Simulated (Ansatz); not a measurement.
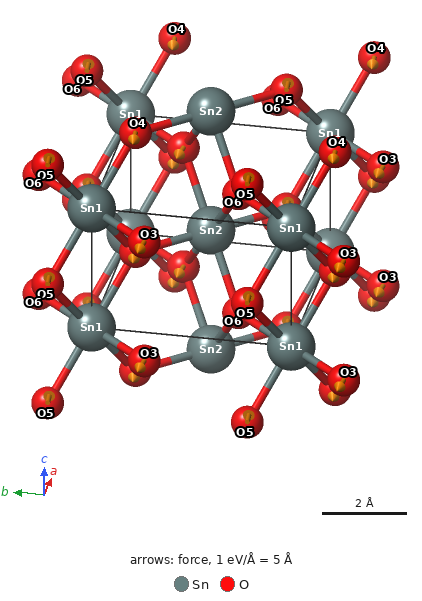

Starting geometry of a crystal of SnO2 (set up in Pnnm) with the computed forces as orange arrows. The picture is a ball-and-stick view of the cell of the calculation, seen from a free direction.

The run lets cell and atoms move.

Theory: Kohn-Sham DFT of a periodic cell, PBEsol, Ansatz PAW (Ansatz).

Input file:
```yaml
crystal:
  lattice:
    - [4.788004, 0.0, 0.0]
    - [0.0, 4.866582, 0.0]
    - [0.0, 0.0, 3.240898]
  atoms:
    - { symbol: Sn, position: [0.0, 0.0, 0.0] }
    - { symbol: Sn, position: [0.5, 0.5, 0.5] }
    - { symbol: O, position: [0.708145, 0.678958, 0.0] }
    - { symbol: O, position: [0.208145, 0.821042, 0.5] }
    - { symbol: O, position: [0.791855, 0.178958, 0.5] }
    - { symbol: O, position: [0.291855, 0.321042, 0.0] }
hamiltonian:
  xc: pbesol
  pseudopotentials: { kind: paw }
kpoints:
  mp_grid: { grid: [6, 6, 8] }
scf:
  occupations: { method: fermi_dirac, width: 0.05 }
output:
  forces: true
  stress: true
  eigenvalues: true
relax:
  f_tol: 0.01
  max_steps: 40
  cell: { stress_tol: 0.05 }
```

Launched with:
```bash
ansatz run input.yaml --threads 2 --pin off --max-ram 5632MiB --backend cpu --events-out ev --progress --plain --runs-dir out
```

**Is this structure relaxed? If not, where do the atoms go?**

It isn't relaxed: the largest force vector, on O atoms, is 0.12 eV/Å. The final displacements follow the starting forces only in part (cosine between the two patterns 0.76). The largest moves relative to the cell, 0.098 Å, are those of O3, O4, O5 and O6. O6 goes along [1 −1 0]. Sn stays in place. The volume changes by −3.3 %, with a 4.788 → 4.769 Å (−0.4 %), b 4.867 → 4.770 Å (−2.0 %), c 3.241 → 3.212 Å (−0.9 %). Near-neighbour distances that change, for instance: Sn1–O3 2.096 → 2.066 Å, Sn1–O4 2.092 → 2.070 Å. The space group (tolerance 0.01 Å) goes from Pnnm (No. 58) to P4_2/mnm (No. 136). Over 6 accepted moves (8 points after the start) the energy falls by 63.9 meV per cell of the calculation. Largest force component: 0.12 eV/Å at the start, 0.00059 eV/Å at the end. The pressure goes from −6.33 to 0.00 GPa. The SCF was repeated twice at an unchanged geometry on a basis and grid sized afresh for the cell, which shifted the energy by 10.8 meV per cell of the calculation at most. The run took 49 s on 2 threads of Intel(R) Xeon(R) Processor @ 2.70GHz, with other jobs on the host, peak memory 0.49 GiB.
